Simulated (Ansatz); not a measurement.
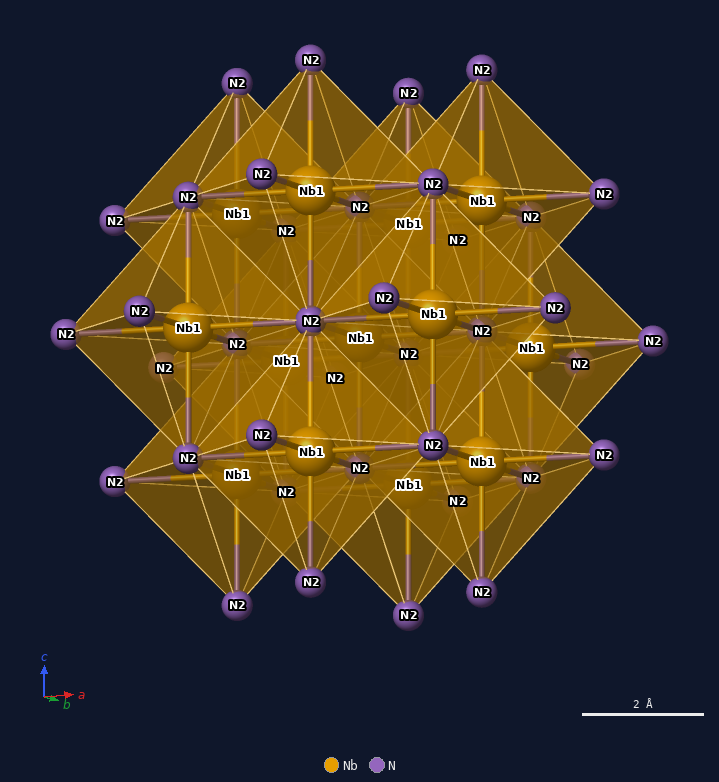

Fig. 1: The structure of the first run (polyhedral view of the cell 4 times as large as that of the calculation, set on its symmetry axes, seen at an oblique angle; polyhedra are completed across the faces of the cell; atoms are numbered from 1 in the order of the input). An atom can appear more than once, as a periodic image.

**NbN: a changed input and its effect**

System: NbN (Fm-3m, 2 atoms in the cell).
Method of the first run: DFT PBE, scalar-relativistic, plane waves, PAW, no spin polarisation (Ansatz 0.2.0).

The structure derives from an entry of the Crystallography Open Database. Text and figures count atoms from 1; the logs count them from 0 in places.

**Input file, the first run**
```yaml
crystal:
  lattice:
    - [0.0, 2.1945, 2.1945]
    - [2.1945, 0.0, 2.1945]
    - [2.1945, 2.1945, 0.0]
  atoms:
    - { symbol: Nb, position: [0.5, 0.5, 0.5] }
    - { symbol: "N", position: [0.0, 0.0, 0.0] }
basis:
  ecutwfc: 420
kpoints:
  mp_grid: { grid: [16, 16, 16] }
hamiltonian:
  xc: pbe
scf:
  occupations: { method: gaussian, width: 0.1 }
output:
  forces: true
  stress: true
  eigenvalues: true
  write_density: true
  write_potential: true
  elf: true
  volumetric_format: npy
relax:
  adjacent_minimum: "off"
  f_tol: 0.005
  max_steps: 80
  cell: { stress_tol: 0.05 }
```

Launched with:
```bash
ansatz run input.yaml --threads 4 --pin off --max-ram 11264MiB --backend cpu --events-out ev --progress --plain --runs-dir out
```

Hardware: 4 threads of Intel Xeon (Granite Rapids), 16 GiB of memory available, shared host.

**Output, shortened to warnings, some set-up lines, iterations and results (the first run)**
```
Basis set: ecut = 420 eV, 411 PW (Γ), exchange–correlation on 48×48×48 points (8 copies of the dense FFT grid, shifted against one another)
Symmetry: 48 space group operations
k-points: 145 of 4096
Initial density: superposition of atomic densities (neutral atoms: chi_scale 0, normalization atom), corrected by the library's trained network
[...]
SCF iter   1: F=—  HF=-4938.200195 eV  |F-HF|=—  |Δ(HF+E_count)|=         —  Δρ=2.07e-3  dr2=4.31e-4  ethr=1.77e-3  ⟨swp⟩=5.1  Hψ=21865  notcnv=0  defer=15
SCF iter   2: F=—  HF=-4938.200274 eV  |F-HF|=—  |Δ(HF+E_count)|=   7.92e-5  Δρ=1.21e-3  dr2=1.63e-4  ethr=2.40e-6  ⟨swp⟩=2.6  Hψ=4679  notcnv=0  defer=16
SCF iter   3: F=—  HF=-4938.200360 eV  |F-HF|=—  |Δ(HF+E_count)|=   8.58e-5  Δρ=1.93e-4  dr2=7.26e-6  ethr=9.08e-7  ⟨swp⟩=2.5  Hψ=2612  notcnv=0  defer=16
SCF iter   4: F=—  HF=-4938.200355 eV  |F-HF|=—  |Δ(HF+E_count)|=   4.79e-6  Δρ=4.85e-5  dr2=1.75e-7  ethr=4.03e-8  ⟨swp⟩=2.5  Hψ=3059  notcnv=0  defer=16
SCF iter   5: F=-4938.200356 eV  HF=-4938.200356 eV  |F-HF|=3.90e-9  |Δ(HF+E_count)|=   2.98e-7  Δρ=7.24e-6  dr2=5.76e-9  ethr=9.74e-10  ⟨swp⟩=2.6  Hψ=3078  notcnv=0  defer=16
[... 50 lines ...]
SCF iter   5: F=-4938.210733 eV  HF=-4938.210733 eV  |F-HF|=2.73e-12  |Δ(HF+E_count)|=    0.00e0  Δρ=8.97e-8  dr2=8.29e-13  ethr=1.00e-12  ⟨swp⟩=1.0  Hψ=2465  notcnv=0
SCF iter   6: F=-4938.210733 eV  HF=-4938.210733 eV  |F-HF|=9.09e-13  |Δ(HF+E_count)|=  1.82e-12  Δρ=5.46e-8  dr2=3.05e-13  ethr=1.00e-12  ⟨swp⟩=1.0  Hψ=2465  notcnv=0
SCF iter   7: F=-4938.210733 eV  HF=-4938.210733 eV  |F-HF|=1.82e-12  |Δ(HF+E_count)|=  9.09e-13  Δρ=2.33e-8  dr2=5.63e-14  ethr=1.00e-12  ⟨swp⟩=2.9  Hψ=7139  notcnv=0
SCF 7 converged in 7 iterations: F = -4938.210733 eV  dr2 = 5.63e-14
relax step   7: F+E_penalty+E_count = -4938.21073272 eV  Δ(F+E_penalty+E_count) = -1.819e-12 eV  max|allowed force component| = 9.926e-30 eV/Å  Δτ_max = 0.0000 Å  P = +0.001 …
basis re-selected at this cell: Δ(F+E_penalty+E_count) = -1.819e-12 eV, ΔP = +0.000 GPa vs the last step (what re-selecting the basis moved, of the pressure what is left beyond the Pulay correction that the steps carried, after the strain that the cell walked since its last selection, with what the …
SCF converged after 7 iterations
Free energy (F): -4938.210733 eV
Harris-Foulkes:  -4938.210733 eV  (|F-HF|=1.82e-12)
Internal energy: -4938.204364 eV  (E = F + TS)
E sigma→0 (E₀):  -4938.207548 eV
Entropy (-TS):   -0.006369 eV (-3.185 meV/atom)
Fermi energy:    20.173515 eV
--- Per-component energies (eV) ---
  E_band       = -16.920930
  E_kinetic    = 527.488302
  E_local      = -735.593078  (includes V_loc(G=0)·N_el)
  E_nonlocal   = 163.719365
  E_hartree    = 222.141627
  E_xc         = -236.933873
  E_vxc        = -291.214104  (∫ρ·V_xc dr)
  E_paw        = -3199.987951  (= ΣΔE_a)
  E_vpaw       = -125.604753  (= ΣTr[D̂ρ^β])
  E_aug_tail   = 0.000087  (compensation charges beyond the density's cutoff)
  E_ewald      = -1679.038842
  E_smearing   = -0.006369  (= −TS)
  E_closure    = -0.000000  (closes the sum)
  Σ components = -4938.210733   (vs F -4938.210733, Δ=0.00e0)
--- Forces (eV/Å), atoms counted from 1 ---
  atom   1  Nb     0.00000000     0.00000000    -0.00000000
  atom   2  N     -0.00000000    -0.00000000    -0.00000000
  max |Σ_I F_I| component: 2.01e-29 eV/Å
--- Stress (GPa, compression-positive) ---
        0.001324       0.000000      -0.000000
        0.000000       0.001324       0.000000
       -0.000000       0.000000       0.001324
  P = ⅓ Tr σ = 0.0013 GPa (0.013 kbar)
--- Relaxed structure (5 steps of the walk, 5 accepted, 2 SCFs on fresh bases) ---
  F+E_penalty+E_count = -4938.21073272 eV   max|allowed force component| = 9.926e-30 eV/Å   (the final SCF, on the basis selected at the relaxed cell)
  cell:  # Å, volume = 21.6103 Å³
    - [5.354120242100965e-34, 2.210771532712676, 2.210771532712676]
    - [2.210771532712676, 1.1723337586900661e-33, 2.210771532712676]
    - [2.210771532712676, 2.210771532712676, 0.0]
  atoms:
    - { symbol: Nb, position: [0.5, 0.5, 0.5] }
    - { symbol: N, position: [6.856380811364633e-36, -7.313472865454515e-36, -6.399288757280746e-36] }
```

The input of the second run differs as follows (lines with − go, lines with + come):
```diff
+  hubbard: { sites: [{ species: Nb, l: d, u_eff: 8.0 }], double_counting: fll }
+  mixing: { preconditioner: none }
-  write_density: true
-  write_potential: true
-  elf: true
-  volumetric_format: npy
```

How does the second run compare with the first run?

The total energies belong to different models, so their difference says nothing on which is more stable or more accurate. The volume per atom goes from 10.81 to 11.05 Å³. The SCF takes 38 iterations over all geometry steps against 46. On the same kind of shared host the second run took about 1.7 times as long. The two runs start from different initial densities, which also moves the count.

**Output, shortened to warnings, some set-up lines, iterations and results (the second run)**
```
Basis set: ecut = 420 eV, 411 PW (Γ), exchange–correlation on 48×48×48 points (8 copies of the dense FFT grid, shifted against one another)
Symmetry: 48 space group operations
k-points: 145 of 4096
Initial density: superposition of atomic densities (chi_scale 0.1, normalization cell, long waves kept (reshape's long-wave potential 0.00 eV rms))
[...]
SCF iter   1: F=—  HF=-4929.912111 eV  |F-HF|=—  |Δ(HF+E_count)|=         —  Δρ=1.30e-1  dr2=4.72e0  ethr=3.10e-3  ⟨swp⟩=5.0  Hψ=9275  notcnv=0
SCF iter   2: F=—  HF=-4929.441581 eV  |F-HF|=—  |Δ(HF+E_count)|=   4.71e-1  Δρ=1.19e-1  dr2=2.76e0  ethr=3.10e-3  ⟨swp⟩=3.0  Hψ=5201  notcnv=0  defer=10
SCF iter   3: F=—  HF=-4928.853169 eV  |F-HF|=—  |Δ(HF+E_count)|=   5.88e-1  Δρ=2.59e-2  dr2=7.36e-2  ethr=3.10e-3  ⟨swp⟩=2.3  Hψ=4201  notcnv=0  defer=10
SCF iter   4: F=—  HF=-4928.897079 eV  |F-HF|=—  |Δ(HF+E_count)|=   4.39e-2  Δρ=6.07e-3  dr2=1.02e-2  ethr=4.09e-4  ⟨swp⟩=2.6  Hψ=3598  notcnv=0  defer=10
SCF iter   5: F=—  HF=-4928.896357 eV  |F-HF|=—  |Δ(HF+E_count)|=   7.21e-4  Δρ=1.49e-3  dr2=3.93e-4  ethr=5.66e-5  ⟨swp⟩=1.6  Hψ=3074  notcnv=0  defer=9
[... 42 lines ...]
SCF iter   4: F=—  HF=-4928.936801 eV  |F-HF|=—  |Δ(HF+E_count)|=  4.31e-10  Δρ=2.58e-6  dr2=1.73e-9  ethr=2.16e-11  ⟨swp⟩=2.0  Hψ=2620  notcnv=0
SCF iter   5: F=—  HF=-4928.936801 eV  |F-HF|=—  |Δ(HF+E_count)|=  1.95e-10  Δρ=6.48e-7  dr2=8.62e-11  ethr=9.60e-12  ⟨swp⟩=2.4  Hψ=2498  notcnv=0
SCF iter   6: F=-4928.936801 eV  HF=-4928.936801 eV  |F-HF|=1.82e-12  |Δ(HF+E_count)|=  2.27e-11  Δρ=1.93e-7  dr2=7.31e-12  ethr=1.00e-12  ⟨swp⟩=5.1  Hψ=7200  notcnv=0
SCF 7 converged in 6 iterations: F = -4928.936801 eV  dr2 = 7.31e-12
relax step   7: F+E_penalty+E_count = -4928.93680051 eV  Δ(F+E_penalty+E_count) = -6.235e-5 eV  max|allowed force component| = 7.609e-30 eV/Å  Δτ_max = 0.0000 Å  P = +0.004 …
basis re-selected at this cell: Δ(F+E_penalty+E_count) = -6.235e-5 eV, ΔP = +0.002 GPa vs the last step (what re-selecting the basis moved, of the pressure what is left beyond the Pulay correction that the steps carried, after the strain that the cell walked since its last selection, with what the …
SCF converged after 6 iterations
Free energy (F): -4928.936801 eV
Harris-Foulkes:  -4928.936801 eV  (|F-HF|=1.82e-12)
Internal energy: -4928.930162 eV  (E = F + TS)
E sigma→0 (E₀):  -4928.933481 eV
Entropy (-TS):   -0.006639 eV (-3.319 meV/atom)
Fermi energy:    19.965919 eV
--- Per-component energies (eV) ---
  E_band       = -22.835864
  E_kinetic    = 526.152066
  E_local      = -749.559900  (includes V_loc(G=0)·N_el)
  E_nonlocal   = 163.026141
  E_hartree    = 225.247888
  E_xc         = -236.687845
  E_vxc        = -290.834265  (∫ρ·V_xc dr)
  E_hubbard    = 9.111778  (on-site DFT+U / exact-exchange correction)
  E_vhub       = 3.100340  (the Hubbard potential's part of the band-sum identity)
  E_paw        = -3199.679742  (= ΣΔE_a)
  E_vpaw       = -125.216114  (= ΣTr[D̂ρ^β])
  E_aug_tail   = 0.000098  (compensation charges beyond the density's cutoff)
  E_ewald      = -1666.540645
  E_smearing   = -0.006639  (= −TS)
  E_closure    = 0.000000  (closes the sum)
  Σ components = -4928.936801   (vs F -4928.936801, Δ=0.00e0)
--- Forces (eV/Å), atoms counted from 1 ---
  atom   1  Nb     0.00000000     0.00000000    -0.00000000
  atom   2  N     -0.00000000     0.00000000     0.00000000
  max |Σ_I F_I| component: 1.21e-29 eV/Å
--- Stress (GPa, compression-positive) ---
        0.004234       0.000000      -0.000000
        0.000000       0.004234       0.000000
       -0.000000       0.000000       0.004234
  P = ⅓ Tr σ = 0.0042 GPa (0.042 kbar)
Occupation matrices written to [file]
--- Relaxed structure (5 steps of the walk, 5 accepted, 2 SCFs on fresh bases) ---
  F+E_penalty+E_count = -4928.93680051 eV   max|allowed force component| = 7.609e-30 eV/Å   (the final SCF, on the basis selected at the relaxed cell)
  cell:  # Å, volume = 22.1002 Å³
    - [4.346991568085972e-34, 2.2273511800960626, 2.2273511800960626]
    - [2.2273511800960626, 1.2236852095228897e-33, 2.2273511800960626]
    - [2.2273511800960626, 2.2273511800960626, -1.9863989409491402e-33]
  atoms:
    - { symbol: Nb, position: [0.5, 0.5, 0.5] }
[...]
```

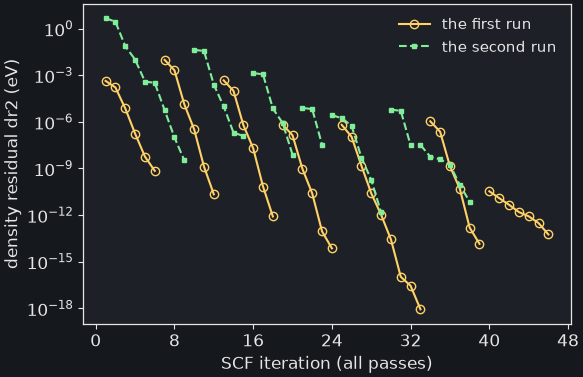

Fig. 2: Convergence of the two runs: density residual dr2 against the SCF iteration. A break in a curve parts two SCF passes. The first run takes 46 iterations in all, and the second run takes 38.

**The two runs side by side**

| quantity | the first run | the second run |
| --- | --- | --- |
| outcome | converged | converged |
| free energy per atom (eV) | −2469.1054 | −2464.4684 |
| energy per atom, smearing taken to zero (eV) | −2469.1038 | −2464.4667 |
| gap on the mesh (eV) | 0.00 | 0.00 |
| pressure (GPa) | 0.00 | 0.00 |
| volume per atom (Å³) | 10.81 | 11.05 |
| largest force (eV/Å) | 0.000 | 0.000 |
| SCF iterations | 46 | 38 |
| irreducible k-points | 145 | 145 |
| wall time (shared host) | 3.4 s | 5.8 s |
